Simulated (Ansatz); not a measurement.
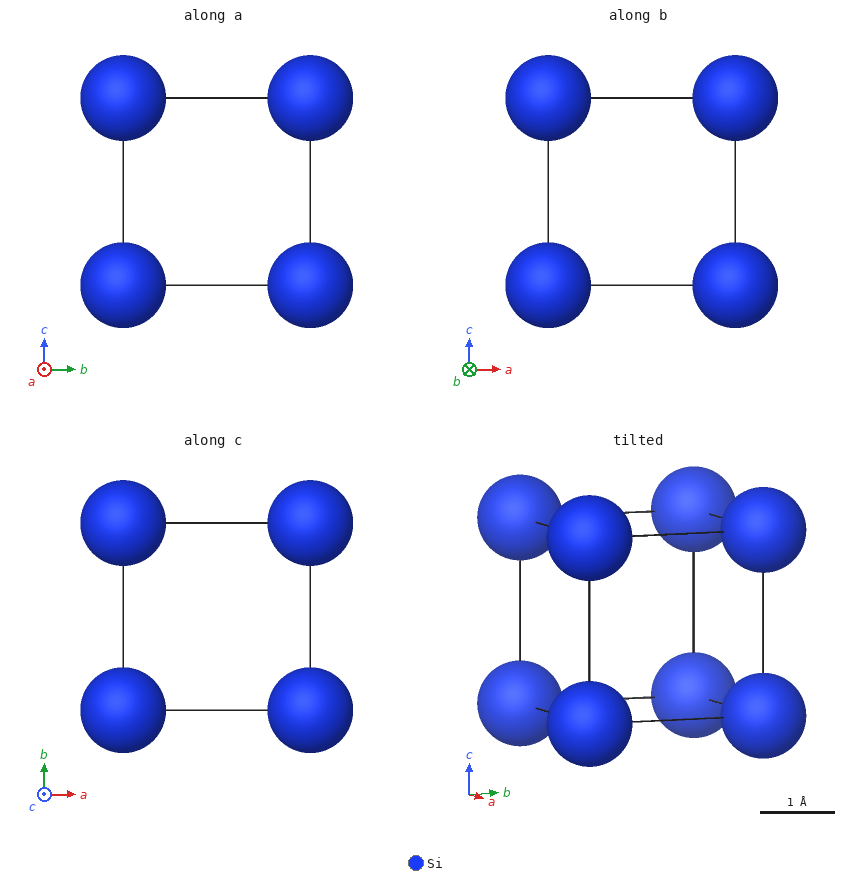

A spheres-only rendering, viewed along the a axis, along the b axis, along the c axis and slightly off an axis. The parallelepiped is the conventional unit cell.

Lattice parameters: a = 2.5323 Å, b = 2.5323 Å, c = 2.5323 Å, α = 90.000°, β = 90.000°, γ = 90.000°.

### Give the atomic positions as a CIF in P1 with every atom of the cell.

```cif
data_structure
_symmetry_space_group_name_H-M 'P 1'
_symmetry_Int_Tables_number 1
_cell_length_a 2.5323
_cell_length_b 2.5323
_cell_length_c 2.5323
_cell_angle_alpha 90.000
_cell_angle_beta 90.000
_cell_angle_gamma 90.000
_cell_volume 16.24
loop_
_atom_site_label
_atom_site_type_symbol
_atom_site_fract_x
_atom_site_fract_y
_atom_site_fract_z
_atom_site_occupancy
Si1 Si 0.0000 0.0000 0.0000 1
```

Its origin is a random cell made by a generator, so it need not be a real form of the element. Earlier steps of the study, as a rule a relaxation of our own, may have changed the cell and positions, so they can lie some per cent off the listed ones. It went into a calculation with Ansatz.
